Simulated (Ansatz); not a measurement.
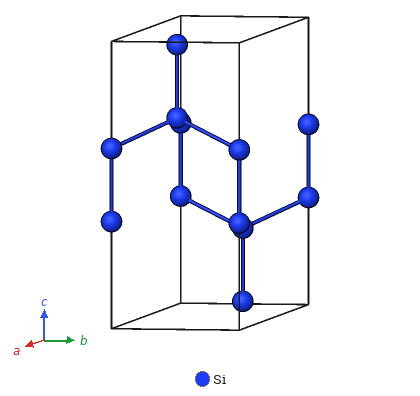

Si, space group R-3m:H (No. 166), a = 4.001 Å, b = 4.001 Å, c = 9.247 Å, α = 90.00°, β = 90.00°, γ = 120.00°

| site | Wyckoff | x | y | z |
| --- | --- | --- | --- | --- |
| Si | 6c | 0.6667 | 0.3333 | 0.7059 |

Origin: the geometry relaxed (final pressure about -5.1 GPa) with DFT PBEsol, scalar-relativistic, plane waves, PAW (Ansatz).

> How is the cell volume shared among the sites in a plain Voronoi partition?

```
site  faces above 1 % of the sphere  volume (Å³)  solid angle by neighbour (%)
  Si                             10        21.37                        Si 100
```

Weighted by multiplicity the volumes add up to the cell volume, 128.2 Å³.

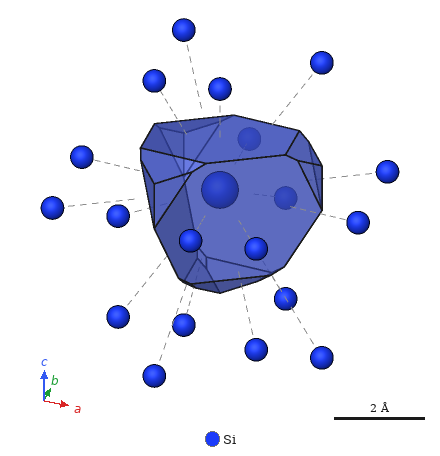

The computed Voronoi cell of Si, with the neighbours that bound it.
